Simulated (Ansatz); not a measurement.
```
CELL_PARAMETERS angstrom
3.54300 0.00000 0.00000
-1.77150 3.06833 0.00000
0.00000 0.00000 38.80000
ATOMIC_POSITIONS crystal
S 0.66667 0.33333 0.23196
Pt 0.00000 0.00000 0.26366
S 0.33333 0.66667 0.29536
S 0.66667 0.33333 0.36186
Pt 0.00000 0.00000 0.39356
S 0.33333 0.66667 0.42526
```

Method: Ansatz 0.2.0, DFT LDA, scalar-relativistic, plane waves, PAW.

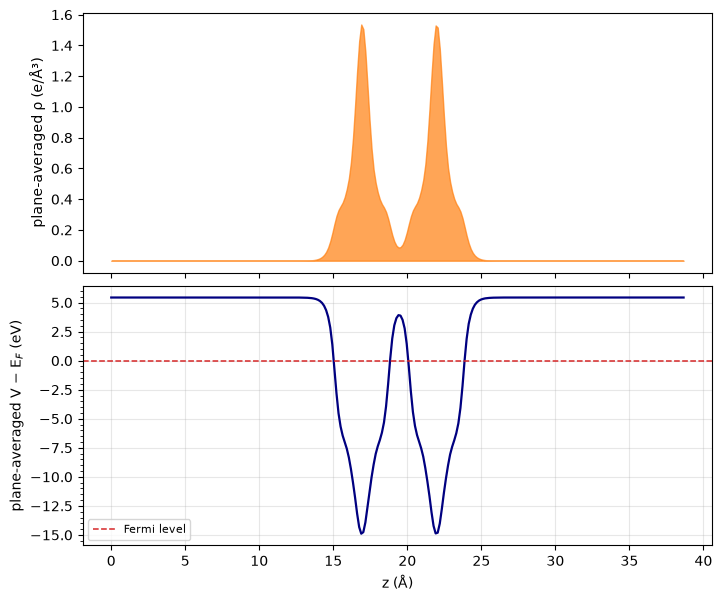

PtS₂. Plane average of the electrostatic potential energy of an electron and of the valence pseudo-density across the slab.

In a PAW calculation such maps are meaningful between the atoms, not at the nuclei.

> How far above the Fermi level of the calculation is the vacuum level?

5.4 eV. The slab has a gap, so the Fermi level lies inside it and this isn't a work function in the metallic sense.

> How thick is the slab, and how wide the vacuum?

The outermost nuclei are 7.5 Å apart, in 6 atomic planes; the vacuum between periodic images is 31.3 Å wide.
